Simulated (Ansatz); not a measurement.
## Wannier-function calculation of BP (part 1 of 2)

- system: BP (P6₃/mmc, 4 atoms in the cell)
- method: maximally localised Wannier functions of HSE06 bands, plane waves, PAW, no spin polarisation (Ansatz 0.2.0)

The structure was built on a prototype by a generator. The geometry comes from this level: r2SCAN. It belongs to a series of runs on one base structure; here: anion p.

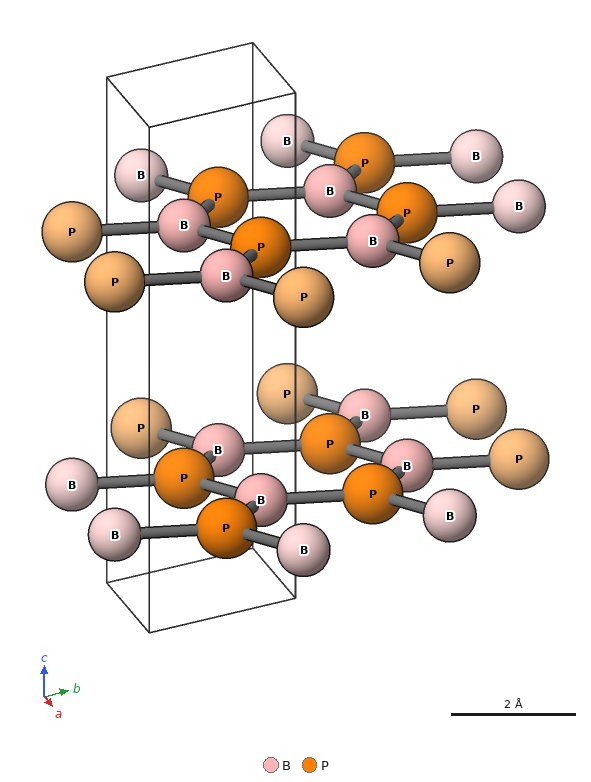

Figure 1. The structure as given in the input (ball-and-stick view of the cell of the calculation, repeated 2 × 2 × 1, seen slightly off an axis; neighbours outside the cell are drawn fainter). Near neighbours in the crystal (not all of them lie inside the picture): B has 3 P at 1.85 Å; P has 3 B at 1.85 Å.

The input:
```yaml
crystal:
  lattice:
    - [3.2039354154, 0.0, 0.0]
    - [-1.6019677077, 2.7746894618, 0.0]
    - [0.0, 0.0, 8.466623591]
  atoms:
    - { symbol: B, position: [0.3333333333, 0.6666666667, 0.25] }
    - { symbol: B, position: [0.6666666667, 0.3333333333, 0.75] }
    - { symbol: P, position: [0.6666666667, 0.3333333333, 0.25] }
    - { symbol: P, position: [0.3333333333, 0.6666666667, 0.75] }
kpoints:
  mp_grid: { grid: [6, 6, 2] }
  band_path:
    path:
      - [0.0, 0.0, 0.0]
      - [0.5, 0.0, 0.0]
      - [0.3333333333, 0.3333333333, 0.0]
      - [0.0, 0.0, 0.5]
      - [0.5, 0.0, 0.5]
      - [0.3333333333, 0.3333333333, 0.5]
      - [0.307292, 0.308594, 0.0]
      - [0.3666666667, 0.2666666667, 0.0]
    npoints: 1
hamiltonian:
  xc: hse06
scf:
  occupations: { method: fixed }
  n_extra_bands: 6
output:
  forces: false
  stress: false
  eigenvalues: true
  wannier:
    kmesh: [6, 6, 2]
    projections: [{ species: P, l: p, shell: 3 }]
    minimise: true
    write_hr: true
    conv_tol: 1.0e-08
    max_iter: 3000
  write_density: true
  write_potential: true
  elf: true
  volumetric_format: npy
```

File wannier.win:
```
! ansatz wannier90 interface
! projections by site (counted from 0) and shell: 2 3P, 3 3P
! states of the run's bands (counted from 1): combinations of 1-8
! their least projectability: 0.6249
num_bands = 6
num_wann  = 6
num_iter  = 2000
conv_tol = 1e-8
conv_window = 5
guiding_centres = true
write_hr = true

begin unit_cell_cart
Ang
        3.203935415387848                      0.0                      0.0
       -1.601967707693924        2.774689461810524                      0.0
                      0.0                      0.0              8.466623591
end unit_cell_cart

begin atoms_frac
B         0.3333333333333333       0.6666666666666666                     0.25
B         0.6666666666666666       0.3333333333333333                     0.75
P         0.6666666666666666       0.3333333333333333                     0.25
P         0.3333333333333333       0.6666666666666666                     0.75
end atoms_frac

mp_grid = 6 6 2
```

Launched with:
```bash
ansatz run input.yaml --threads 4 --pin off --max-ram 3686MiB --backend cpu --events-out ev --progress --plain --runs-dir out
```

The program's output:
```
scf.n_extra_bands = 6 over 8 filled bands (N_el = 16.0): the run solves 14 bands
Engine: ansatz 0.2.0, aarch64-unknown-linux-gnu
Pseudopotentials: kind: paw
Pseudopotential: B, paw, valence charge 3, recommended cutoff 420 eV (normal), B.paw.azcp
Pseudopotential: P, paw, valence charge 5, recommended cutoff 420 eV (normal), P.paw.azcp
Functional definition: HSE06
  parameter a = 0.25
  parameter omega = 0.11/bohr
  exchange = pbe_x - a*pbe_x_sr(omega) + a*exact_x_sr(omega)
  correlation = pbe_c
davidson cushion auto → on  (no smearing: the cushion is to keep the highest requested band from converging to the state above it; pin scf.eigensolver.cushion to override)
Crystal: 4 atoms, lattice volume = 75.268 Å³
Basis set: ecut = 420 eV, 1481 PW (Γ)
Bands: 14, of which v1, the nominal top of the filled ones, is band 8 counted from 1 (7 counted from 0)
Symmetry: 24 space group operations
Space group: P63/mmc (ITA 194), of the structure as read, at distance tolerance 4.2e-5 Å
k-points: 14 of 72
Non-local potential: B, projectors of the file, l = 0: 2, l = 1: 2, l = 2: 1
Non-local potential: P, projectors of the file, l = 0: 2, l = 1: 2, l = 2: 2
PAW form: soft (Blöchl's): semilocal exchange-correlation on the pseudo side does not see the compensation charge
PAW frozen core: B, regenerated for the run's functional, and the local potential with it (the file was generated under x = pbe(κ = 0.804, μ = 0.2195149727645171), c = pbe(β = 0.06672455060314922))
PAW frozen core: P, regenerated for the run's functional, and the local potential with it (the file was generated under x = pbe(κ = 0.804, μ = 0.2195149727645171), c = pbe(β = 0.06672455060314922))
PAW one-centre angular grid: B, 110 points (default); XC on 64 Gauss nodes
PAW one-centre angular grid: P, 110 points (default); XC on 64 Gauss nodes
Initial density: superposition of atomic densities (neutral atoms: chi_scale 0, normalization atom), corrected by the library's trained network
Initial wavefunctions: pseudopotential atomic-orbital guess
Functional: x = pbe(κ = 0.804, μ = 0.2195149727645171), c = pbe(β = 0.06672455060314922), warm-up for x = pbe(κ = 0.804, μ = 0.2195149727645171) + 0.25 (exact − pbe) at short range (hse, ω = 0.20786987370883472 Å⁻¹), c = pbe(β = 0.06672455060314922); HSE06 as pw.x's `hse` composes it (authors' and Libxc's form: `xc: wpbeh`)
SCF iter   1: F=—  HF=-1823.328908 eV  |F-HF|=—  |Δ(HF+E_count)|=         —  Δρ=2.60e-3  dr2=5.43e-3  ethr=1.77e-3  ⟨swp⟩=8.9  Hψ=1093  notcnv=0
preconditioner: auto → none  [insulator: Δε(μ)=0.818 eV  Ē_g=10.842 eV  n_scr=4 (ndim 8)  ℏωp=17.1 eV  f_vac=0.037]
iter 2 solved again at ethr=3.10e-6 eV; its pass at ethr=3.39e-5 eV (dr2=4.96e-4 eV) is discarded
SCF iter   2: F=—  HF=-1823.328811 eV  |F-HF|=—  |Δ(HF+E_count)|=   9.76e-5  Δρ=8.91e-4  dr2=4.98e-4  ethr=3.10e-6  ⟨swp⟩=2.4  Hψ=1087  notcnv=0  defer=3
SCF iter   3: F=-1823.329076 eV  HF=-1823.328922 eV  |F-HF|=1.54e-4  |Δ(HF+E_count)|=   1.11e-4  Δρ=4.60e-4  dr2=5.78e-5  ethr=3.10e-6  ⟨swp⟩=2.4  Hψ=457  notcnv=0
SCF 1 stopped early in 3 iterations: F = -1823.329076 eV  dr2 = 5.78e-5
  greatest PAW one-centre occupation: 0.776 electrons in one spin orbital (limit 2), on the P atom at site 3 (counted from 0), in its partial waves of l = 0
Initial density: handed on by an earlier stage of this run
Initial wavefunctions: those handed on with the density
Functional: x = pbe(κ = 0.804, μ = 0.2195149727645171) + 0.25 (exact − pbe) at short range (hse, ω = 0.20786987370883472 Å⁻¹), c = pbe(β = 0.06672455060314922); HSE06 as pw.x's `hse` composes it (authors' and Libxc's form: `xc: wpbeh`)
Exchange kernel: α = 0.2500, screened, ω = 0.2079 Å⁻¹, Wigner–Seitz truncation, v(0) = 1042.0580 eV·Å³, q-mesh 6×6×2, nearest image of the exchange supercell L = 16.93 Å, pair-density grid 15×15×36, without the augmentation charges, whose exchange is taken in its separable form by FFT convolution over the k-point mesh (sized by the pseudopotential files, 20×20×60 at the most), smooth part of the exact exchange by density-matrix convolution
Frozen-core exchange: fock
SCF iter   1: F=—  HF=-1824.464070 eV  |F-HF|=—  |Δ(HF+E_count)|=         —  Δρ=4.29e-3  dr2=1.41e-2  ethr=3.61e-6  ⟨swp⟩=7.2  Hψ=1071  notcnv=0
preconditioner: auto → none  [insulator: Δε(μ)=1.313 eV  Ē_g=12.395 eV  n_scr=4 (ndim 8)  ℏωp=17.1 eV  f_vac=0.035]
SCF iter   2: F=—  HF=-1824.459223 eV  |F-HF|=—  |Δ(HF+E_count)|=   4.85e-3  Δρ=1.64e-3  dr2=1.86e-3  ethr=3.61e-6  ⟨swp⟩=4.1  Hψ=748  notcnv=0
SCF iter   3: F=—  HF=-1824.464653 eV  |F-HF|=—  |Δ(HF+E_count)|=   5.43e-3  Δρ=1.23e-3  dr2=8.27e-4  ethr=3.61e-6  ⟨swp⟩=3.7  Hψ=642  notcnv=0
SCF iter   4: F=—  HF=-1824.464403 eV  |F-HF|=—  |Δ(HF+E_count)|=   2.51e-4  Δρ=3.14e-4  dr2=1.03e-4  ethr=3.61e-6  ⟨swp⟩=2.6  Hψ=465  notcnv=0
SCF iter   5: F=—  HF=-1824.464639 eV  |F-HF|=—  |Δ(HF+E_count)|=   2.36e-4  Δρ=2.13e-4  dr2=4.94e-5  ethr=2.45e-7  ⟨swp⟩=3.5  Hψ=542  notcnv=0  defer=4
SCF iter   6: F=-1824.464626 eV  HF=-1824.464627 eV  |F-HF|=9.58e-7  |Δ(HF+E_count)|=   1.18e-5  Δρ=4.40e-5  dr2=3.88e-6  ethr=2.44e-7  ⟨swp⟩=2.9  Hψ=490  notcnv=0
SCF 2 stopped early in 6 iterations: F = -1824.464626 eV  dr2 = 3.88e-6
  greatest PAW one-centre occupation: 0.772 electrons in one spin orbital (limit 2), on the P atom at site 3 (counted from 0), in its partial waves of l = 0
hybrid outer 1: dexx = +7.049e-3 eV, tail = 1.14e-5 eV
Exchange kernel: α = 0.2500, screened, ω = 0.2079 Å⁻¹, Wigner–Seitz truncation, v(0) = 1042.0580 eV·Å³, q-mesh 6×6×2, nearest image of the exchange supercell L = 16.93 Å, pair-density grid 15×15×36, without the augmentation charges, whose exchange is taken in its separable form by FFT convolution over the k-point mesh (sized by the pseudopotential files, 20×20×60 at the most), smooth part of the exact exchange by density-matrix convolution
Frozen-core exchange: fock
SCF iter   1: F=—  HF=-1824.464629 eV  |F-HF|=—  |Δ(HF+E_count)|=         —  Δρ=4.33e-5  dr2=1.97e-6  ethr=3.55e-7  ⟨swp⟩=2.6  Hψ=464  notcnv=0
preconditioner: auto → none  [insulator: Δε(μ)=1.322 eV  Ē_g=12.417 eV  n_scr=4 (ndim 8)  ℏωp=17.1 eV  f_vac=0.032]
iter 2 solved again at ethr=2.24e-10 eV; its pass at ethr=8.89e-9 eV (dr2=3.58e-8 eV) is discarded
SCF iter   2: F=—  HF=-1824.464629 eV  |F-HF|=—  |Δ(HF+E_count)|=   3.81e-7  Δρ=9.39e-6  dr2=3.10e-7  ethr=2.24e-10  ⟨swp⟩=3.3  Hψ=1022  notcnv=0
SCF iter   3: F=—  HF=-1824.464630 eV  |F-HF|=—  |Δ(HF+E_count)|=   9.63e-7  Δρ=1.47e-5  dr2=2.40e-7  ethr=2.24e-10  ⟨swp⟩=4.1  Hψ=635  notcnv=0  defer=6
SCF iter   4: F=-1824.464630 eV  HF=-1824.464630 eV  |F-HF|=2.24e-8  |Δ(HF+E_count)|=   4.75e-9  Δρ=5.52e-6  dr2=3.10e-8  ethr=2.24e-10  ⟨swp⟩=3.3  Hψ=612  notcnv=0  defer=4
SCF 3 converged in 4 iterations: F = -1824.464630 eV  dr2 = 3.10e-8
```

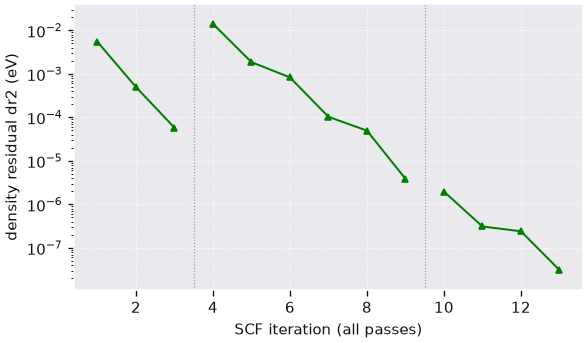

Figure 2. Convergence of the self-consistent field: density residual dr2 against the SCF iteration. The run starts with a semilocal functional; after that each stretch between dotted lines is one SCF of the hybrid functional between two exact rebuilds of the exchange operator by the outer loop. Early passes are stopped at a loose threshold. The passes take 3, 6 and 4 iterations.

```
hybrid outer 2: dexx = +1.396e-6 eV, tail = 6.46e-8 eV, Δε = 2.27e-3 eV (about 1.87e-4 eV left of the loop's levels)
NSCF: frozen V_eff on 8 k-points
NSCF: frozen V_eff on 18 k-points
the Wannier pass solved 18 of the 72 points of its mesh, and has the states at the others by symmetry: states obtained by the crystal's operations at points that were solved too leave a residual of 1.22e-13 eV (read by the count's bands and the next), within 8.33e-6 eV
hybrid SCF converged: 2 outer / 10 inner (+3 warm-up), last move |dexx| = 1.40e-6 eV, tail = 6.46e-8 eV
Stability not checked: this state was not tested for a lower state beside it, because the functional holds exact exchange (a hybrid, or Hartree-Fock), whose exchange loop this test does not read (fock_operator; see scf.lower_state_search)
Free energy (F): -1824.464630 eV
Frozen-core exchange: fock
Harris-Foulkes:  -1824.464630 eV  (|F-HF|=2.24e-8)
Internal energy: -1824.464630 eV  (E = F + TS)
E sigma→0 (E₀):  -1824.464630 eV
Fermi energy:    3.357266 eV
--- Per-component energies (eV) ---
  E_band       = -55.606328
  E_kinetic    = 236.845738
  E_local      = -402.822083  (includes V_loc(G=0)·N_el)
  E_nonlocal   = 90.764183
  E_hartree    = 126.455475
  E_xc         = -151.983959
  E_vxc        = -159.132866  (∫ρ·V_xc dr)
  E_exx        = -26.675088  (= α·E_x^exact, valence–valence)
  E_paw        = -1304.696274  (= ΣΔE_a)
  E_vpaw       = -20.822029  (= ΣTr[D̂ρ^β])
  E_aug_tail   = 0.000001  (compensation charges beyond the density's cutoff)
  E_ewald      = -392.176207
  E_core_change = -0.176417  (= ΣΔE_core)
  E_smearing   = -0.000000  (= −TS)
  E_closure    = 0.000000  (closes the sum)
  Σ components = -1824.464630   (vs F -1824.464630, Δ=0.00e0)
--- Band table (eV; the first three rows and the last of 14) ---
  k-point 0: bands = ["-12.0996", "-11.9618", "-2.0509", "-0.7230", "1.2803", "1.2803", "1.3127", "1.3127", "7.2483", "8.8796", "8.8796", "8.9566", "8.9566", "9.9280"]
  k-point 1: bands = ["-12.0321", "-12.0321", "-1.4543", "-1.4543", "1.2965", "1.2965", "1.2965", "1.2965", "8.9177", "8.9177", "8.9177", "8.9177", "9.0666", "9.0666"]
  k-point 2: bands = ["-11.6299", "-11.4958", "-1.5107", "-0.6844", "-0.6258", "-0.2057", "0.5467", "0.5855", "7.7047", "8.2005", "8.3495", "10.5708", "10.6420", "10.8977"]
  k-point 13: bands = ["-8.1430", "-8.1430", "-5.6989", "-5.6989", "-3.7382", "-3.7382", "3.3573", "3.3573", "4.6800", "4.6800", "10.2467", "10.2467", "11.8790", "11.8790"]
Wannier search: line search 1 of at most 3000: gauge-dependent spread (as the search counts it) 1.5273349 Å², largest recent change 3.3e-1 Å² and fall left 9.0e-4 Å² against conv_tol 1.0e-8 Å², 0 stops escaped
```
